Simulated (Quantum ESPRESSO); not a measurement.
**Workfunction calculation, with input and output: MoP (part 3 of 3)**

The same run, continued: MoP (slab, 8 atoms in the cell); Kohn-Sham DFT of a periodic cell, PBE, PseudoDojo 0.4.1 SR PBE standard, no spin polarisation (Quantum ESPRESSO 7.5); cutoff 1088.45 eV, 8×8×1 k-mesh, fermi-dirac of 0.05 eV. The structure derives from an entry of the Crystallography Open Database.

Geometry of the input (Å; fractional positions):
```
3.1910  0.0000  0.0000
0.0000  3.2230  0.0000
0.0000  0.0000  24.3040
Mo 0.0000  0.5000  0.3086
P  0.5000  0.0000  0.3469
Mo 0.0000  0.0000  0.4234
P  0.5000  0.5000  0.4617
Mo 0.0000  0.5000  0.5383
P  0.5000  0.0000  0.5766
Mo 0.0000  0.0000  0.6531
P  0.5000  0.5000  0.6914
```

**What the program printed, continued**
```
   -55.7839 -55.7826 -55.7820 -55.4148 -30.0668 -30.0597 -30.0481 -30.0263
   -30.0226 -30.0206 -29.9194 -29.8571 -29.8548 -29.6542 -29.5511 -29.5159
    -5.7198  -5.7126  -5.3326  -4.6948  -1.2149  -1.1426  -0.5407  -0.0295
     0.5391   0.7571   0.7799   1.1419   1.3194   1.7425   1.7664   3.4966
     3.5324   3.6701   4.6018   4.8881   5.2564   5.3389   6.4732   6.5864
     6.6988   6.9621   7.1396   7.2259   7.8817   7.9478   8.4945   8.4992
     9.2402   9.2445

          k = 0.3317-0.4926 0.0000 ( 20363 PWs)   bands (ev):

   -55.7896 -55.7853 -55.7807 -55.4171 -30.0563 -30.0389 -30.0344 -30.0284
   -30.0234 -29.9886 -29.9338 -29.8661 -29.8313 -29.6248 -29.5524 -29.5200
    -6.1667  -5.7799  -5.3742  -4.7909  -0.9515  -0.8440  -0.2940   0.2106
     0.5919   0.7097   0.8367   0.9987   1.4028   1.6679   2.0173   3.2251
     3.4297   3.6836   4.2635   4.6669   5.1838   5.4614   5.7529   6.2814
     6.7493   6.9874   7.1042   7.3699   7.6463   8.3261   8.3741   8.8645
     9.1808   9.3819

          k = 0.3317-0.3284 0.0000 ( 20381 PWs)   bands (ev):

   -55.7989 -55.7909 -55.7827 -55.4226 -30.0717 -30.0406 -30.0308 -30.0113
   -29.9755 -29.9183 -29.9065 -29.8591 -29.8076 -29.5570 -29.5503 -29.5297
    -6.7287  -6.1874  -5.5980  -5.0407  -0.5212  -0.1582   0.0187   0.3323
     0.6744   0.7437   1.1241   1.4069   1.5768   1.6491   2.2414   2.9434
     3.3754   3.5369   3.7469   4.3583   4.8109   4.9491   5.5976   6.2401
     6.5476   6.9966   7.1742   7.2281   7.5199   8.2763   8.7568   8.8188
     9.1560   9.3106

          k = 0.3317-0.1642 0.0000 ( 20403 PWs)   bands (ev):

   -55.8070 -55.7966 -55.7860 -55.4282 -30.0864 -30.0514 -30.0380 -30.0320
   -29.9368 -29.8527 -29.8423 -29.8057 -29.7942 -29.5607 -29.5400 -29.4739
    -7.1526  -6.5441  -5.8601  -5.2971  -0.8705  -0.0473   0.0583   0.6883
     0.8615   1.2510   1.4585   1.6915   2.0491   2.3029   2.4824   2.9059
     3.4107   3.5168   3.7907   4.0893   4.4943   4.7413   5.3194   6.0021
     6.2259   6.6702   6.8608   7.2225   7.5051   8.3110   8.4588   8.9208
     9.2758   9.5606

          k = 0.4975 0.0000 0.0000 ( 20345 PWs)   bands (ev):

   -55.8031 -55.7920 -55.7806 -55.4241 -30.1927 -30.1518 -30.1345 -30.0272
   -29.9183 -29.8164 -29.7962 -29.7863 -29.7619 -29.6354 -29.5510 -29.4325
    -6.4552  -6.0602  -5.6586  -4.9310  -1.4162  -0.9996  -0.7619  -0.0394
     0.7267   1.3501   1.4338   1.9396   2.1744   2.5330   2.8270   3.2632
     3.4899   3.7333   4.0007   4.0346   4.3370   4.7107   5.6823   5.6971
     6.3826   6.4997   6.5573   6.7517   6.8797   8.1352   8.7067   8.9929
     9.2616   9.5429

          k = 0.4975 0.1642 0.0000 ( 20362 PWs)   bands (ev):

   -55.7999 -55.7897 -55.7792 -55.4218 -30.1857 -30.1466 -30.1309 -30.0171
   -29.9236 -29.8421 -29.8314 -29.7957 -29.7843 -29.6303 -29.5490 -29.4643
    -6.3688  -5.9846  -5.5816  -4.8765  -1.2575  -0.8487  -0.6504   0.0964
     0.3909   0.8869   1.5930   1.6775   2.1373   2.2316   2.5111   3.3038
     3.4256   3.6907   3.8665   4.1535   4.5873   4.8897   5.4772   5.9223
     6.5550   6.7021   7.0046   7.0831   7.1477   8.3131   8.6304   8.6819
     9.0765   9.5354

          k = 0.4975 0.3284 0.0000 ( 20351 PWs)   bands (ev):

   -55.7920 -55.7841 -55.7760 -55.4163 -30.1681 -30.1341 -30.1226 -29.9967
   -29.9616 -29.9059 -29.8943 -29.8480 -29.7976 -29.6181 -29.5455 -29.5392
    -6.1427  -5.7997  -5.4004  -4.7692  -0.9194  -0.7530  -0.5571  -0.0709
     0.3094   0.6418   1.2197   1.6061   1.6461   1.8081   2.0218   3.1949
     3.3371   3.6144   4.2191   4.4723   5.0407   5.1859   5.4613   6.2539
     6.8250   7.0443   7.1710   7.4452   7.9464   8.5097   8.6475   8.9114
     9.2817   9.4661

          k = 0.4975 0.4926 0.0000 ( 20374 PWs)   bands (ev):

   -55.7828 -55.7785 -55.7740 -55.4108 -30.1491 -30.1221 -30.1150 -30.0231
   -30.0177 -29.9747 -29.9209 -29.8550 -29.8209 -29.6124 -29.6053 -29.5424
    -5.8580  -5.6253  -5.2430  -4.7167  -0.9644  -0.7776  -0.4736  -0.1690
     0.2631   0.5167   0.9965   1.0972   1.3569   1.5963   1.7102   3.4205
     3.6580   3.8394   4.1498   5.1628   5.5935   5.6432   6.0047   6.6191
     6.9510   7.0154   7.0439   7.7808   8.2335   8.8659   8.8769   9.1320
     9.3957  10.0001

          k = 0.4975-0.6568 0.0000 ( 20356 PWs)   bands (ev):

   -55.7772 -55.7759 -55.7753 -55.4085 -30.1402 -30.1181 -30.1118 -30.0503
   -30.0433 -30.0080 -29.9066 -29.8462 -29.8440 -29.6409 -29.6006 -29.5413
    -5.6369  -5.6332  -5.1943  -4.7183  -0.9508  -0.8358  -0.3620  -0.1819
     0.0600   0.3770   0.7758   1.0999   1.2068   1.5309   1.5877   3.7592
     3.8607   3.9233   4.0709   5.5748   5.8919   5.9642   6.8596   6.9831
     7.0475   7.0847   7.1727   7.2048   7.9846   8.4183   8.8766   9.0375
    10.0568  10.0888

          k = 0.4975-0.4926 0.0000 ( 20374 PWs)   bands (ev):

   -55.7828 -55.7785 -55.7740 -55.4108 -30.1491 -30.1221 -30.1150 -30.0231
   -30.0177 -29.9747 -29.9209 -29.8550 -29.8209 -29.6124 -29.6053 -29.5424
    -5.8580  -5.6253  -5.2430  -4.7167  -0.9644  -0.7776  -0.4736  -0.1690
     0.2631   0.5167   0.9965   1.0972   1.3569   1.5963   1.7102   3.4205
     3.6580   3.8394   4.1498   5.1628   5.5935   5.6432   6.0047   6.6191
     6.9510   7.0154   7.0439   7.7808   8.2335   8.8659   8.8769   9.1320
     9.3957  10.0001

          k = 0.4975-0.3284 0.0000 ( 20351 PWs)   bands (ev):

   -55.7920 -55.7841 -55.7760 -55.4163 -30.1681 -30.1341 -30.1226 -29.9967
   -29.9616 -29.9059 -29.8943 -29.8480 -29.7976 -29.6181 -29.5455 -29.5392
    -6.1427  -5.7997  -5.4004  -4.7692  -0.9194  -0.7530  -0.5571  -0.0709
     0.3094   0.6418   1.2197   1.6061   1.6461   1.8081   2.0218   3.1949
     3.3371   3.6144   4.2191   4.4723   5.0407   5.1859   5.4613   6.2539
     6.8250   7.0443   7.1710   7.4452   7.9464   8.5097   8.6475   8.9114
     9.2817   9.4661

          k = 0.4975-0.1642 0.0000 ( 20362 PWs)   bands (ev):

   -55.7999 -55.7897 -55.7792 -55.4218 -30.1857 -30.1466 -30.1309 -30.0171
   -29.9236 -29.8421 -29.8314 -29.7957 -29.7843 -29.6303 -29.5490 -29.4643
    -6.3688  -5.9846  -5.5816  -4.8765  -1.2575  -0.8487  -0.6504   0.0964
     0.3909   0.8869   1.5930   1.6775   2.1373   2.2316   2.5111   3.3038
     3.4256   3.6907   3.8665   4.1535   4.5873   4.8897   5.4772   5.9223
     6.5550   6.7021   7.0046   7.0831   7.1477   8.3131   8.6304   8.6819
     9.0765   9.5354

          k =-0.6633 0.0000 0.0000 ( 20374 PWs)   bands (ev):

   -55.8002 -55.7891 -55.7778 -55.4214 -30.2339 -30.1913 -30.1727 -30.0207
   -29.9128 -29.8122 -29.7918 -29.7823 -29.7581 -29.6714 -29.5476 -29.4287
    -5.9838  -5.8002  -5.5033  -4.6355  -2.1040  -1.3596  -0.7553  -0.3015
     0.5396   1.1955   1.4218   1.7280   2.3007   2.3497   2.7646   3.4488
     3.4949   3.9445   4.0113   4.1518   4.7355   4.7869   4.9313   5.7738
     6.5698   6.7109   6.8818   7.1263   7.2759   8.1649   8.3206   8.8615
     8.9040   9.1699

          k =-0.6633 0.1642 0.0000 ( 20400 PWs)   bands (ev):

   -55.7970 -55.7869 -55.7764 -55.4192 -30.2264 -30.1858 -30.1689 -30.0107
   -29.9181 -29.8377 -29.8268 -29.7916 -29.7802 -29.6660 -29.5456 -29.4602
    -5.9516  -5.7531  -5.4424  -4.6249  -1.8821  -1.1796  -0.6172  -0.1481
    -0.0752   0.7859   1.7269   1.7562   2.1355   2.2900   2.5366   3.3379
     3.3737   3.8308   4.1072   4.5638   4.5649   4.8892   5.0648   5.9660
     6.7280   6.9514   7.1578   7.2049   7.3978   8.1585   8.2742   8.7553
     8.8131   9.3648

          k =-0.6633 0.3284 0.0000 ( 20324 PWs)   bands (ev):

   -55.7891 -55.7813 -55.7732 -55.4137 -30.2077 -30.1725 -30.1602 -29.9905
   -29.9558 -29.9007 -29.8893 -29.8434 -29.7935 -29.6530 -29.5421 -29.5346
    -5.8628  -5.6513  -5.2993  -4.6280  -1.3470  -0.8244  -0.8131  -0.3798
     0.2059   0.4101   1.2507   1.6328   1.8505   2.0188   2.2456   3.2072
     3.3429   3.6983   4.5188   4.6281   4.8965   5.3626   5.4352   6.3810
     7.0886   7.1145   7.2553   7.4960   8.0980   8.1605   8.4072   8.7554
     9.1048   9.9264

          k =-0.6633 0.4926 0.0000 ( 20340 PWs)   bands (ev):

   -55.7799 -55.7757 -55.7712 -55.4082 -30.1874 -30.1599 -30.1523 -30.0167
   -30.0113 -29.9688 -29.9156 -29.8503 -29.8166 -29.6400 -29.6066 -29.5391
    -5.7363  -5.5801  -5.1805  -4.6890  -0.9412  -0.8382  -0.5915  -0.2854
     0.0703   0.5751   0.7136   1.0310   1.3346   1.7994   2.0395   3.3656
     3.7816   3.9576   4.0050   5.5062   5.7293   6.0496   6.1022   6.7564
     7.0717   7.2470   7.3348   7.7997   8.3738   8.5232   8.7014   8.9705
     9.8912  10.0332

          k =-0.6633-0.6568 0.0000 ( 20340 PWs)   bands (ev):

   -55.7744 -55.7730 -55.7725 -55.4059 -30.1779 -30.1558 -30.1490 -30.0437
   -30.0366 -30.0018 -29.9013 -29.8417 -29.8396 -29.6354 -29.6346 -29.5380
    -5.6184  -5.6106  -5.1461  -4.7365  -0.6167  -0.5853  -0.4774  -0.3532
    -0.2775   0.3523   0.6463   0.7658   1.1971   1.7403   1.8598   3.6914
     3.7658   3.9308   4.2232   6.0817   6.2631   6.3221   6.8921   7.1883
     7.2188   7.2284   7.3821   7.4351   7.7994   8.6772   8.8008   9.1642
     9.6490  10.8170

     the Fermi energy is     5.4116 ev

!    total energy              =    -617.80615429 Ry
     estimated scf accuracy    <          2.9E-09 Ry
     smearing contrib. (-TS)   =      -0.00342840 Ry
     internal energy E=F+TS    =    -617.80272589 Ry

     The total energy is F=E-TS. E is the sum of the following terms:
     one-electron contribution =   -4642.70133981 Ry
     hartree contribution      =    2331.78434147 Ry
     xc contribution           =     -99.39408690 Ry
     ewald contribution        =    1792.50831520 Ry
     electric field correction =       0.00004414 Ry

     convergence has been achieved in  26 iterations

     Forces acting on atoms (cartesian axes, Ry/au):

     atom    1 type  1   force =     0.00000002   -0.00000003    0.06631344
     atom    2 type  2   force =    -0.00000005    0.00000005   -0.06533148
     atom    3 type  1   force =    -0.00000000   -0.00000000   -0.01138294
     atom    4 type  2   force =    -0.00000001   -0.00000001   -0.00033852
     atom    5 type  1   force =     0.00000001    0.00000000    0.00882429
     atom    6 type  2   force =     0.00000000   -0.00000002    0.00848620
     atom    7 type  1   force =     0.00000001    0.00000001   -0.03813537
     atom    8 type  2   force =     0.00000001    0.00000000    0.03156437

     Total force =     0.106751     Total SCF correction =     0.000336

=------------------------------------------------------------------------------=
   JOB DONE.
=------------------------------------------------------------------------------=
```

**File pp_density.out**
```
This program is part of the open-source Quantum ESPRESSO suite
     for quantum simulation of materials; please cite
         "P. Giannozzi et al., J. Phys.:Condens. Matter 21 395502 (2009);
         "P. Giannozzi et al., J. Phys.:Condens. Matter 29 465901 (2017);
         "P. Giannozzi et al., J. Chem. Phys. 152 154105 (2020);
          URL
     in publications or presentations arising from this work. More details at

     ./tmp/pwscf.save/

     IMPORTANT: XC functional enforced from input :
     Exchange-correlation= PBE
                           (   1   4   3   4   0   0   0)
     Any further DFT definition will be discarded
     Please, verify this is what you really want

     G-vector sticks info
     --------------------
     sticks:   dense  smooth     PW     G-vecs:    dense   smooth      PW
     Sum         945     945    277               163253   163253   25865

     Using Slab Decomposition

     Adding external electric field

     Computed dipole along edir(3) :
        Dipole               -0.0770 Ry au,         -0.1957 Debye
        Dipole field         -0.0006 Ry au,

        Potential amp.        0.0505 Ry
        Total length         44.0403 bohr

     Calling punch_plot, plot_num =   0
     Writing data to file  density.dat
     Reading data from file  density.dat

     Writing data to be plotted to file density.cube
     Plot Type: 3D                     Output format: Gaussian cube

=------------------------------------------------------------------------------=
   JOB DONE.
=------------------------------------------------------------------------------=
```

**File pp_potential.out**
```
This program is part of the open-source Quantum ESPRESSO suite
     for quantum simulation of materials; please cite
         "P. Giannozzi et al., J. Phys.:Condens. Matter 21 395502 (2009);
         "P. Giannozzi et al., J. Phys.:Condens. Matter 29 465901 (2017);
         "P. Giannozzi et al., J. Chem. Phys. 152 154105 (2020);
          URL
     in publications or presentations arising from this work. More details at

     ./tmp/pwscf.save/

     IMPORTANT: XC functional enforced from input :
     Exchange-correlation= PBE
                           (   1   4   3   4   0   0   0)
     Any further DFT definition will be discarded
     Please, verify this is what you really want

     G-vector sticks info
     --------------------
     sticks:   dense  smooth     PW     G-vecs:    dense   smooth      PW
     Sum         945     945    277               163253   163253   25865

     Using Slab Decomposition

     Adding external electric field

     Computed dipole along edir(3) :
        Dipole               -0.0770 Ry au,         -0.1957 Debye
        Dipole field         -0.0006 Ry au,

        Potential amp.        0.0505 Ry
        Total length         44.0403 bohr

     Calling punch_plot, plot_num =  11

     Adding external electric field

     Computed dipole along edir(3) :
        Dipole               -0.0770 Ry au,         -0.1957 Debye
        Dipole field         -0.0006 Ry au,

        Potential amp.        0.0505 Ry
        Total length         44.0403 bohr

     Writing data to file  potential.dat
     Reading data from file  potential.dat

     Writing data to be plotted to file potential.cube
     Plot Type: 3D                     Output format: Gaussian cube

=------------------------------------------------------------------------------=
   JOB DONE.
=------------------------------------------------------------------------------=
```

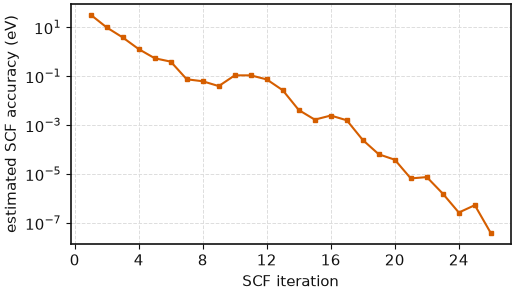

Figure 1. Convergence of the self-consistent field: estimated SCF accuracy against the iteration. The field takes 26 iterations in all.

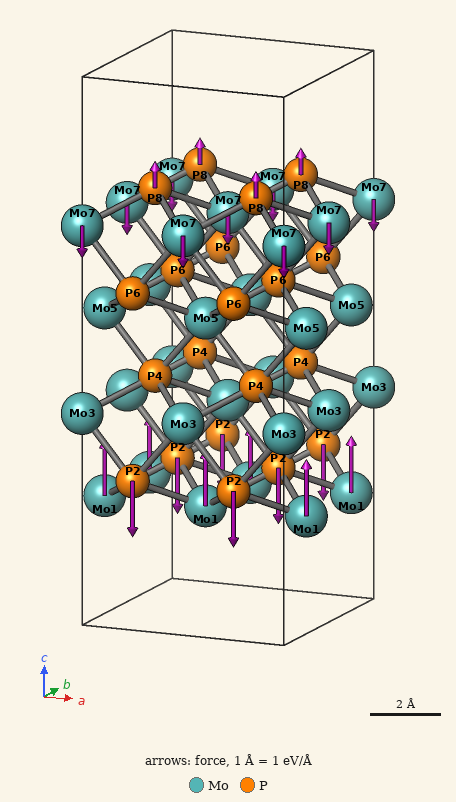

Figure 2. Forces on the atoms as pink arrows (ball-and-stick view of the 2 × 2 repeat of the cell, with the vacuum cut short, seen slightly off an axis; atoms are numbered from 1 in the order of the input); the smallest are left out. The largest act on Mo1 (1.70 eV/Å); P2 (1.68 eV/Å); Mo7 (0.98 eV/Å); P8 (0.81 eV/Å). The geometry is not a stationary point of this energy.
